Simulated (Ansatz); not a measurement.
Consider WSe2.

The calculation's input:

```
crystal:
  lattice:
    - [3.438992878, 0.0, 0.0]
    - [-1.719496439, 2.8554699863, 0.0]
    - [0.0, 0.0, 7.1842669523]
  atoms:
    - { symbol: W, position: [-0.0018005424, -0.0036010847, 0.0] }
    - { symbol: Se, position: [0.3342336045, 0.6684672091, 0.2285019828] }
    - { symbol: Se, position: [0.3342336045, 0.6684672091, 0.7714980172] }
kpoints:
  mp_grid: { grid: [12, 12, 4] }
  band_path:
    path:
      - [0.0, 0.0, 0.0]
      - [0.5, 0.0, 0.0]
      - [0.3333333333, 0.3333333333, 0.0]
      - [0.0, 0.0, 0.5]
      - [0.5, 0.0, 0.5]
      - [0.3333333333, 0.3333333333, 0.5]
      - [0.348958, 0.325521, 0.0]
    npoints: 1
hamiltonian:
  xc: r2scan
scf:
  occupations: { method: fixed }
  n_extra_bands: 4
output:
  forces: true
  stress: true
  eigenvalues: true
  write_density: true
  write_potential: true
  elf: true
  volumetric_format: npy
```

Launched as:

```sh
ansatz run input.yaml --threads 4 --pin off --max-ram 5529MiB --backend cpu --events-out ev --progress --plain --runs-dir out
```

Below, planes, directions and counts refer to the conventional cell (a = 7.18 Å, b = 3.44 Å, c = 5.71 Å, α = 90.00°, β = 90.00°, γ = 90.00°).

Space group Amm2; a structure from a database of computed crystals, not necessarily the ambient phase; started from the database structure prototype, which need not be the ambient phase; changed on purpose from its base cell (uniaxial x strain +4.3%).

Computed with DFT, r2SCAN, plane waves, PAW (Ansatz 0.2.0).

Question: What can the converged valence pseudo-density and electron localisation function tell about the bonding?

Answer: W–Se (2.53 Å): ρ at the midpoint is about 0.57 e/Å³; the ELF is about 0.55 at the midpoint.

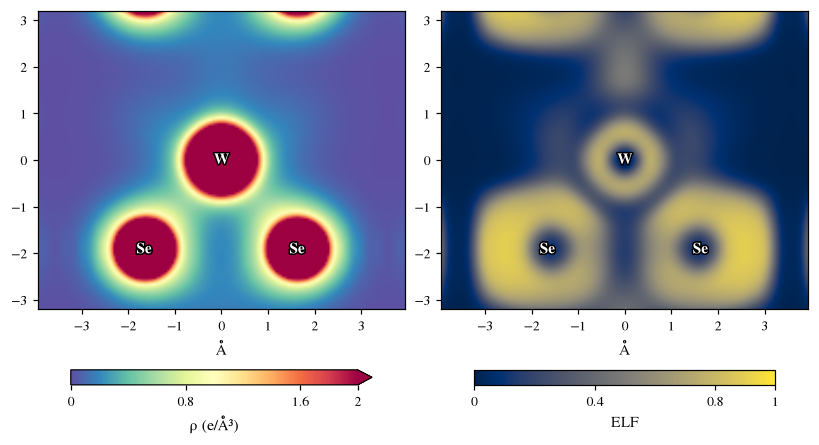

Computed valence pseudo-density and electron localisation function on the (010) plane of the conventional cell, in this order. 

The density is the valence pseudo-density of a PAW calculation; it isn't the true density close to the nuclei.
